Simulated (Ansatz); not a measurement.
# Geometry relaxation, with input and output: LiNbO$_{3}$ (part 2 of 2)

The same run, continued: LiNbO$_{3}$ (10 atoms in the cell); DFT r2SCAN, scalar-relativistic, plane waves, PAW, no spin polarisation (Ansatz 0.2.0); cutoff 500 eV, 6×6×6 k-mesh, Gaussian smearing of 0.02 eV. The structure derives from an entry of the Crystallography Open Database. It belongs to a series of runs on one base structure; here: volume × 0.97, shape and atoms relaxed.

Geometry of the input (Å; fractional positions):
```
2.5428  1.4681  4.5811
-2.5428  1.4681  4.5811
0.0000  -2.9362  4.5811
Li 0.2821  0.2821  0.2821
Li 0.7821  0.7821  0.7821
Nb 0.0001  0.0001  0.0001
Nb 0.5001  0.5001  0.5001
O  0.1079  0.3620  0.7197
O  0.7197  0.1079  0.3620
O  0.3620  0.7197  0.1079
O  0.2197  0.8620  0.6079
O  0.8620  0.6079  0.2197
O  0.6079  0.2197  0.8620
```

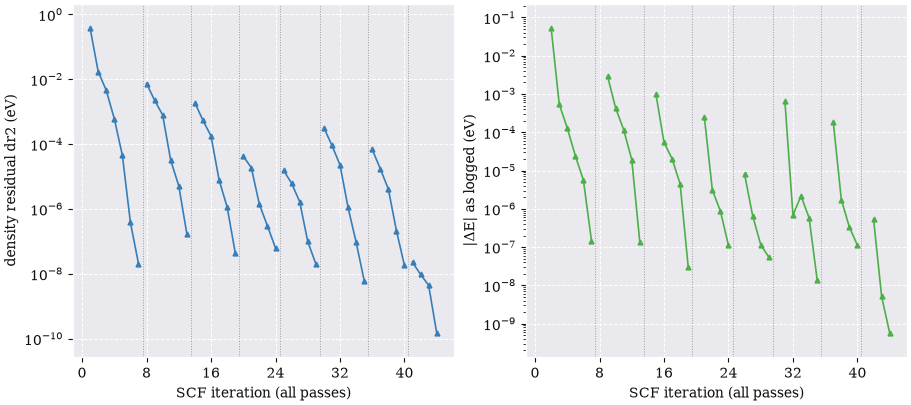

Fig. 1: Convergence of the self-consistent field: density residual dr2 and size of the energy change against the SCF iteration. The dotted lines part the SCF passes of the relaxation: geometry steps, rejected trials and re-solves on a re-selected basis. The 8 passes take 4 to 7 iterations each, 44 in all.

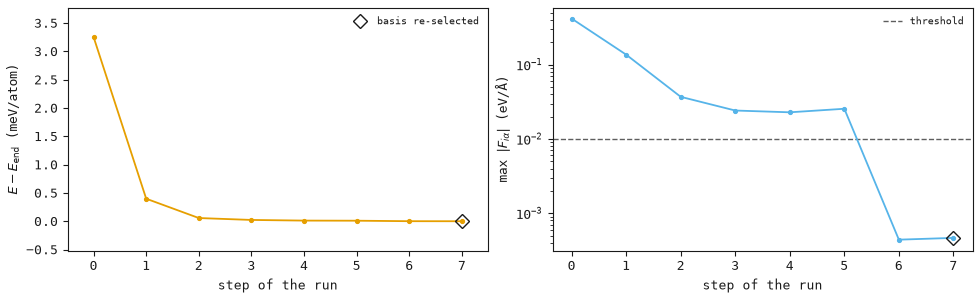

Fig. 2: Progress of the relaxation, step by step (the first geometry is step 0 here and step 1 in the log).

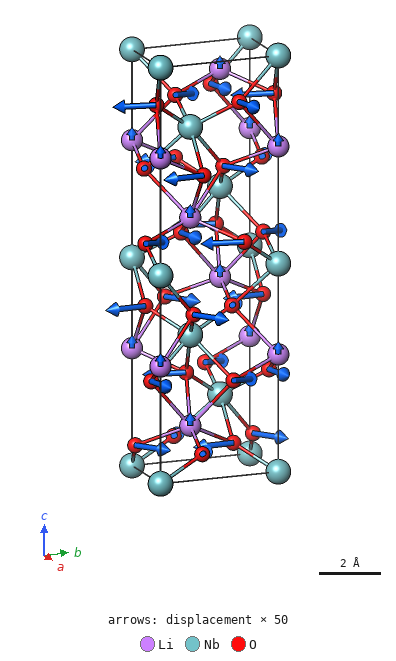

Fig. 3: The starting structure with the displacements as blue arrows, magnified 50 times (ball-and-stick view of the cell 3 times as large as that of the calculation, set on its symmetry axes, seen slightly off an axis). The energy falls by 3.3 meV per atom in 6 geometry steps. Largest force component: 0.42 eV/Å at the start, 0.00047 eV/Å at the end. The pressure goes from 7.19 to 3.85 GPa. The largest moves relative to the cell, 0.029 Å, are those of O5, O6, O7, O8, O9 and O10. Largest moves by element: O 0.029 Å, Li 0.009 Å, Nb 0.004 Å. The drawn cell changes at constant volume: a = b 5.086 → 5.081 Å (−0.1 %), c 13.743 → 13.767 Å (+0.2 %). Among the contacts that change: Li1–O10 2.029 → 2.005 Å, Nb3–O5 1.859 → 1.877 Å. The space group stays R3c (No. 161). A last SCF at the same geometry on a re-selected plane-wave basis shifts the energy by next to nothing (0.0 meV per atom). (Atoms are counted from 1 in the order of the input.)

```
basis re-selected at this cell: Δ(F+E_penalty+E_count) = -7.621e-6 eV, ΔP = -0.001 GPa vs the last step (what re-selecting the basis moved, of the pressure what is left beyond the Pulay correction that the steps carried, after the strain that the cell walked since its last selection, with what the two solves' SCF thresholds leave and, on support functions, any second-order correction that the steps lacked; it is no measure of the basis error at this ecutwfc). This SCF's stress stands 3.22e-3 GPa from its target on what of the cell is left free (relax.cell.stress_tol is 1.00e-1 GPa) and its largest allowed force component is 4.66e-4 eV/Å (relax.f_tol is 1.00e-2 eV/Å): within both
SCF converged after 4 iterations
Free energy (F): -12961.356722 eV
Harris-Foulkes:  -12961.356722 eV  (|F-HF|=4.00e-11)
Internal energy: -12961.356722 eV  (E = F + TS)
E sigma→0 (E₀):  -12961.356722 eV
Fermi energy:    9.333237 eV
--- Per-component energies (eV) ---
  E_band       = -555.422652
  E_kinetic    = 1895.695796
  E_local      = -4154.135486  (includes V_loc(G=0)·N_el)
  E_nonlocal   = 445.112844
  E_hartree    = 1397.338963
  E_xc         = -805.393915
  E_vxc        = -1143.719303  (∫ρ·V_xc dr)
  E_paw        = -7180.804365  (= ΣΔE_a)
  E_vpaw       = -465.601508  (= ΣTr[D̂ρ^β])
  E_aug_tail   = 0.006193  (compensation charges beyond the density's cutoff)
  E_vtau       = 72.541034  (kinetic-family band-sum trace: ∫τ·v_τ [+ j·A + Jᵃ·Aᵃ] dr)
  E_ewald      = -4558.600246
  E_core_change = -0.576507  (= ΣΔE_core)
  E_smearing   = -0.000000  (= −TS)
  E_closure    = -0.000000  (closes the sum)
  Σ components = -12961.356722   (vs F -12961.356722, Δ=0.00e0)
--- Forces (eV/Å), atoms counted from 1 ---
  atom   1  Li     0.00000000    -0.00000000     0.00014533
  atom   2  Li    -0.00000000     0.00000000     0.00014533
  atom   3  Nb    -0.00000000     0.00000000     0.00046580
  atom   4  Nb    -0.00000000    -0.00000000     0.00046580
  atom   5  O     -0.00003331    -0.00003950    -0.00020420
  atom   6  O      0.00005086    -0.00000910    -0.00020420
  atom   7  O     -0.00001755     0.00004859    -0.00020420
  atom   8  O      0.00001755     0.00004859    -0.00020420
  atom   9  O      0.00003331    -0.00003950    -0.00020420
  atom  10  O     -0.00005086    -0.00000910    -0.00020420
  max |Σ_I F_I| component: 2.91e-6 eV/Å
--- Stress (GPa, compression-positive) ---
        3.847339      -0.000000       0.000000
       -0.000000       3.847339      -0.000000
        0.000000      -0.000000       3.852169
  P = ⅓ Tr σ = 3.8489 GPa (38.489 kbar)
--- Band table (eV; the first three rows and the last of 32) ---
  k-point 0: bands = ["-48.4972", "-48.4780", "-36.1860", "-36.1826", "-24.1114", "-24.1114", "-24.0271", "-23.9176", "-23.9176", "-23.7989", "-10.7134", "-10.0517", "-10.0517", "-9.0695", "-8.8223", "-8.8223", "2.7220", "2.7220", "2.9422", "3.0342", "3.0342", "4.1021", "5.1395", "5.2327", "5.2327", "5.9367", "6.4510", "6.4510", "6.5864", "6.5864", "6.7163", "6.7360", "7.2789", "7.2789", "11.4173", "11.4173", "11.8509", "12.9141", "12.9141", "13.1325", "15.6711", "15.6933", "15.6933", "17.9598"]
  k-point 1: bands = ["-48.4959", "-48.4792", "-36.1858", "-36.1828", "-24.1011", "-24.0992", "-24.0113", "-23.9329", "-23.9314", "-23.8140", "-10.5965", "-9.9860", "-9.9824", "-9.1445", "-8.9371", "-8.9189", "2.6564", "2.7566", "3.1075", "3.2905", "3.3169", "4.1051", "4.8110", "4.9503", "5.0227", "5.9905", "6.1961", "6.4603", "6.5441", "6.7232", "6.8160", "6.8798", "7.1306", "7.2003", "11.4406", "11.4609", "11.8673", "12.8460", "13.0892", "13.0903", "15.6421", "15.7632", "16.0261", "17.8696"]
  k-point 2: bands = ["-48.4924", "-48.4827", "-36.1853", "-36.1835", "-24.0706", "-24.0654", "-23.9731", "-23.9700", "-23.9675", "-23.8554", "-10.2761", "-9.8092", "-9.7920", "-9.3737", "-9.2177", "-9.1655", "2.8004", "2.9653", "3.3800", "3.8055", "3.8677", "4.1094", "4.1116", "4.5502", "4.7988", "5.4805", "5.8810", "6.1709", "6.7226", "6.8068", "6.8176", "6.9225", "7.0968", "7.2273", "11.4453", "11.6730", "12.2192", "12.5039", "13.0172", "13.0625", "15.7906", "16.1597", "16.6733", "17.6682"]
  k-point 31: bands = ["-48.4876", "-48.4876", "-36.1844", "-36.1844", "-24.0166", "-24.0166", "-24.0166", "-24.0166", "-23.9173", "-23.9173", "-9.9305", "-9.9305", "-9.4673", "-9.4673", "-9.4673", "-9.4673", "3.6940", "3.6940", "3.6940", "3.6940", "3.9732", "3.9732", "4.6111", "4.6111", "4.6111", "4.6111", "5.0461", "5.0461", "6.6137", "6.6137", "6.9994", "6.9994", "6.9994", "6.9994", "12.4647", "12.4647", "12.6587", "12.6587", "12.6587", "12.6587", "16.6027", "16.6027", "16.6027", "16.6027"]
--- Relaxed structure (7 steps of the walk, 7 accepted, 1 SCFs on fresh bases) ---
  F+E_penalty+E_count = -12961.35672194 eV   max|allowed force component| = 4.661e-4 eV/Å   (the final SCF, on the basis selected at the relaxed cell)
  cell:  # Å, volume = 102.6130 Å³
    - [2.540657575127416, 1.4668493349184752, 4.589016687694866]
    - [-2.540657575127416, 1.4668493349184752, 4.589016687694866]
    - [2.2956776112803636e-34, -2.933698669836951, 4.589016687694866]
  atoms:
    - { symbol: Li, position: [0.2827184857658346, 0.2827184857658346, 0.2827184857658346] }
    - { symbol: Li, position: [0.7827184857658346, 0.7827184857658346, 0.7827184857658347] }
    - { symbol: Nb, position: [-0.0001540294304352206, -0.00015402943043522064, -0.0001540294304352203] }
    - { symbol: Nb, position: [0.49984597056956476, 0.49984597056956476, 0.4998459705695648] }
    - { symbol: O, position: [0.1032558467491444, 0.36829154529193775, 0.7177031516235186] }
    - { symbol: O, position: [0.7177031516235184, 0.1032558467491444, 0.3682915452919379] }
    - { symbol: O, position: [0.36829154529193786, 0.7177031516235184, 0.10325584674914445] }
    - { symbol: O, position: [0.21770315162351833, 0.8682915452919377, 0.6032558467491443] }
    - { symbol: O, position: [0.8682915452919377, 0.6032558467491442, 0.2177031516235185] }
    - { symbol: O, position: [0.6032558467491442, 0.21770315162351844, 0.8682915452919377] }
```

**Trajectory as extended XYZ (Å, eV, eV/Å), 8 frames, from step=1 to step=8**
```
10
Lattice="2.5428 1.4681 4.5811 -2.5428 1.4681 4.5811 0.0000 -2.9362 4.5811" Properties=species:S:1:pos:R:3:forces:R:3 step=1 energy=-12961.32419 pressure_GPa=7.19
Li    0.0000    0.0000    3.8766    0.0000   0.0000   0.0048
Li    0.0000    0.0000   10.7483    0.0000   0.0000   0.0048
Nb    0.0000    0.0000    0.0019    0.0000   0.0000  -0.3108
Nb    0.0000    0.0000    6.8736    0.0000   0.0000  -0.3108
O    -0.6460   -1.4232    5.4498   -0.2943   0.3122   0.1020
O     1.5556    0.1522    5.4498   -0.1232  -0.4109   0.1020
O    -0.9096    1.2710    5.4498    0.4175   0.0988   0.1020
O    -1.6333   -0.1971    7.7403   -0.4175   0.0988   0.1020
O     0.6460    1.5130    7.7403    0.2943   0.3122   0.1020
O     0.9873   -1.3159    7.7403    0.1232  -0.4109   0.1020
10
Lattice="2.5447 1.4692 4.5743 -2.5447 1.4692 4.5743 0.0000 -2.9384 4.5743" Properties=species:S:1:pos:R:3:forces:R:3 step=2 energy=-12961.35274 pressure_GPa=4.83
Li    0.0000    0.0000    3.8794    0.0000   0.0000  -0.0062
Li    0.0000    0.0000   10.7408    0.0000   0.0000  -0.0062
Nb    0.0000    0.0000    0.0036    0.0000   0.0000  -0.1364
Nb    0.0000    0.0000    6.8650    0.0000   0.0000  -0.1364
O    -0.6658   -1.4172    5.4382   -0.0861   0.0895   0.0475
O     1.5602    0.1320    5.4382   -0.0345  -0.1193   0.0475
O    -0.8945    1.2852    5.4382    0.1206   0.0298   0.0475
O    -1.6503   -0.1840    7.7253   -0.1206   0.0298   0.0475
O     0.6658    1.5212    7.7253    0.0861   0.0895   0.0475
O     0.9845   -1.3372    7.7253    0.0345  -0.1193   0.0475
10
Lattice="2.5386 1.4657 4.5965 -2.5386 1.4657 4.5965 0.0000 -2.9313 4.5965" Properties=species:S:1:pos:R:3:forces:R:3 step=3 energy=-12961.35616 pressure_GPa=3.85
Li    0.0000    0.0000    3.9048    0.0000   0.0000  -0.0058
Li    0.0000    0.0000   10.7995    0.0000   0.0000  -0.0058
Nb    0.0000    0.0000    0.0006    0.0000   0.0000  -0.0369
Nb    0.0000    0.0000    6.8953    0.0000   0.0000  -0.0369
O    -0.6730   -1.4105    5.4634   -0.0070  -0.0141   0.0142
O     1.5581    0.1224    5.4634    0.0157   0.0010   0.0142
O    -0.8850    1.2881    5.4634   -0.0087   0.0131   0.0142
O    -1.6536   -0.1775    7.7616    0.0087   0.0131   0.0142
O     0.6730    1.5208    7.7616    0.0070  -0.0141   0.0142
O     0.9805   -1.3433    7.7616   -0.0157   0.0010   0.0142
10
Lattice="2.5407 1.4668 4.5890 -2.5407 1.4668 4.5890 0.0000 -2.9337 4.5890" Properties=species:S:1:pos:R:3:forces:R:3 step=4 energy=-12961.35649 pressure_GPa=3.81
Li    0.0000    0.0000    3.8982    0.0000   0.0000  -0.0135
Li    0.0000    0.0000   10.7818    0.0000   0.0000  -0.0135
Nb    0.0000    0.0000   -0.0008    0.0000   0.0000  -0.0241
Nb    0.0000    0.0000    6.8828    0.0000   0.0000  -0.0241
O    -0.6747   -1.4136    5.4550    0.0058   0.0084   0.0126
O     1.5616    0.1225    5.4550   -0.0102   0.0008   0.0126
O    -0.8869    1.2911    5.4550    0.0044  -0.0092   0.0126
O    -1.6538   -0.1757    7.7496   -0.0044  -0.0092   0.0126
O     0.6747    1.5201    7.7496   -0.0058   0.0084   0.0126
O     0.9791   -1.3443    7.7496    0.0102   0.0008   0.0126
10
Lattice="2.5406 1.4668 4.5894 -2.5406 1.4668 4.5894 0.0000 -2.9336 4.5894" Properties=species:S:1:pos:R:3:forces:R:3 step=5 energy=-12961.35661 pressure_GPa=3.86
Li    0.0000    0.0000    3.8964    0.0000   0.0000  -0.0082
Li    0.0000    0.0000   10.7805    0.0000   0.0000  -0.0082
Nb    0.0000    0.0000   -0.0008    0.0000   0.0000  -0.0229
Nb    0.0000    0.0000    6.8832    0.0000   0.0000  -0.0229
O    -0.6739   -1.4136    5.4562   -0.0003   0.0077   0.0103
O     1.5611    0.1232    5.4562   -0.0065  -0.0041   0.0103
O    -0.8872    1.2904    5.4562    0.0068  -0.0036   0.0103
O    -1.6533   -0.1764    7.7509   -0.0068  -0.0036   0.0103
O     0.6739    1.5200    7.7509    0.0003   0.0077   0.0103
O     0.9794   -1.3436    7.7509    0.0065  -0.0041   0.0103
10
Lattice="2.5408 1.4669 4.5885 -2.5408 1.4669 4.5885 0.0000 -2.9339 4.5885" Properties=species:S:1:pos:R:3:forces:R:3 step=6 energy=-12961.35663 pressure_GPa=3.83
Li    0.0000    0.0000    3.8895    0.0000   0.0000   0.0038
Li    0.0000    0.0000   10.7722    0.0000   0.0000   0.0038
Nb    0.0000    0.0000   -0.0037    0.0000   0.0000   0.0255
Nb    0.0000    0.0000    6.8791    0.0000   0.0000   0.0255
O    -0.6728   -1.4140    5.4582   -0.0001  -0.0083  -0.0098
O     1.5610    0.1243    5.4582    0.0072   0.0041  -0.0098
O    -0.8882    1.2897    5.4582   -0.0071   0.0042  -0.0098
O    -1.6526   -0.1772    7.7525    0.0071   0.0042  -0.0098
O     0.6728    1.5198    7.7525    0.0001  -0.0083  -0.0098
O     0.9798   -1.3426    7.7525   -0.0072   0.0041  -0.0098
10
Lattice="2.5407 1.4668 4.5890 -2.5407 1.4668 4.5890 0.0000 -2.9337 4.5890" Properties=species:S:1:pos:R:3:forces:R:3 step=7 energy=-12961.35671 pressure_GPa=3.85
Li    0.0000    0.0000    3.8922    0.0000   0.0000   0.0002
Li    0.0000    0.0000   10.7757    0.0000   0.0000   0.0002
Nb    0.0000    0.0000   -0.0021    0.0000   0.0000   0.0005
Nb    0.0000    0.0000    6.8814    0.0000   0.0000   0.0005
O    -0.6734   -1.4138    5.4575    0.0000   0.0000  -0.0002
O     1.5611    0.1238    5.4575    0.0000   0.0000  -0.0002
O    -0.8877    1.2901    5.4575    0.0000   0.0000  -0.0002
O    -1.6529   -0.1768    7.7520    0.0000   0.0000  -0.0002
O     0.6734    1.5199    7.7520    0.0000   0.0000  -0.0002
O     0.9796   -1.3431    7.7520    0.0000   0.0000  -0.0002
10
Lattice="2.5407 1.4668 4.5890 -2.5407 1.4668 4.5890 0.0000 -2.9337 4.5890" Properties=species:S:1:pos:R:3:forces:R:3 step=8 energy=-12961.35672 pressure_GPa=3.85
Li    0.0000    0.0000    3.8922    0.0000   0.0000   0.0001
Li    0.0000    0.0000   10.7757    0.0000   0.0000   0.0001
Nb    0.0000    0.0000   -0.0021    0.0000   0.0000   0.0005
Nb    0.0000    0.0000    6.8814    0.0000   0.0000   0.0005
O    -0.6734   -1.4138    5.4575    0.0000   0.0000  -0.0002
O     1.5611    0.1238    5.4575    0.0001   0.0000  -0.0002
O    -0.8877    1.2901    5.4575    0.0000   0.0000  -0.0002
O    -1.6529   -0.1768    7.7520    0.0000   0.0000  -0.0002
O     0.6734    1.5199    7.7520    0.0000   0.0000  -0.0002
O     0.9796   -1.3431    7.7520   -0.0001   0.0000  -0.0002
```

**Results in brief**

```csv
quantity,value
outcome,converged
space group (tolerance 0.01 Å),R3c (161)
electrons treated,68
free energy,−12961.3567 eV
Fermi energy,9.333 eV
gap on the k-point mesh,4.07 eV
pressure,3.85 GPa
final volume,102.61 Å³
largest force (length of the vector) at the end,under 0.001 eV/Å
final cell,"a = 5.447 Å, b = 5.447 Å, c = 5.447 Å, α = 55.61°, β = 55.61°, γ = 55.61°"
wall time,3.6 min (CPU time 6.6 min)
peak memory,0.69 GiB
```
